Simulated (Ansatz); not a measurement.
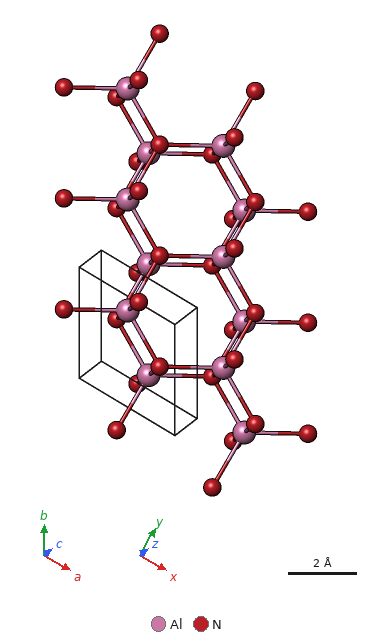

A scan of crystalline AlN (P6_3/mmc): the cell is strained in shear in the xy plane, with the atoms kept at their fractional coordinates. x, y and z are the Cartesian axes of the input. The picture shows the reference cell. The picture is a ball-and-stick view of the cell of the calculation, repeated 2 × 3 × 1 with one cell outlined, seen along the c axis, with a slight tilt.

The calculation used DFT PBEsol, scalar-relativistic, plane waves, PAW (Ansatz). Settings: plane-wave cutoff 420 eV; k-point mesh 12 × 12 × 6; occupations gaussian; smearing width 0.05 eV; no spin polarisation. Energies (free energies at the smearing named) are counted from the cell as listed in its source, which wasn't relaxed.

```xyz
4
Lattice="3.3121 0.0000 0.0000 -1.6561 2.8684 0.0000 0.0000 0.0000 4.1876" Properties=species:S:1:pos:R:3 pbc="T T T"
Al    0.0000    1.9123    3.1407
Al    1.6561    0.9561    1.0469
N     0.0000    1.9123    1.0469
N     1.6561    0.9561    3.1407
```

What energies does the calculation give (the strain: −0.1500, −0.1125, −0.0750, −0.0375, 0.0000, 0.0187, 0.0375, 0.0562, 0.0750, 0.0937, 0.1125, 0.1312, 0.1500)?

Answer.
```
engineering shear strain  ΔE (meV/atom)
                 −0.1500          115.6
                 −0.1125           64.4
                 −0.0750           28.4
                 −0.0375            7.1
                  0.0000            0.0
                  0.0187            1.8
                  0.0375            7.1
                  0.0562           15.9
                  0.0750           28.4
                  0.0937           44.5
                  0.1125           64.4
                  0.1312           88.0
                  0.1500          115.6
```

Points that are alike by symmetry were computed once.

The lowest computed point lies at the strain 0.00 (0.0 meV/atom). The end points stand at 115.6 meV/atom (−0.15) and 115.6 meV/atom (0.15). The unrelaxed reference is under a pressure of −3.5 GPa. The distortion takes the space group from P6_3/mmc to P2_1/m. At the strain −0.15 the cell of the drawing goes a 3.312 → 3.321 Å, b 3.312 → 3.529 Å, γ 120.0° → 126.3°.

The computed profile (hollow markers are points alike by symmetry):

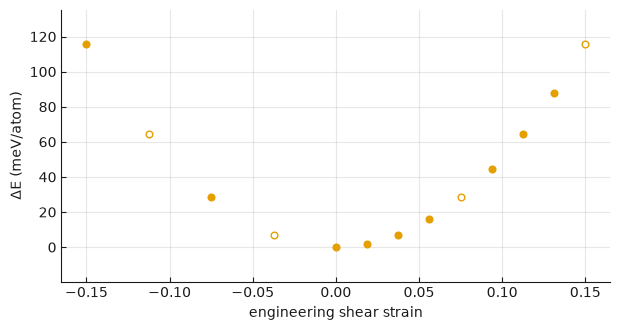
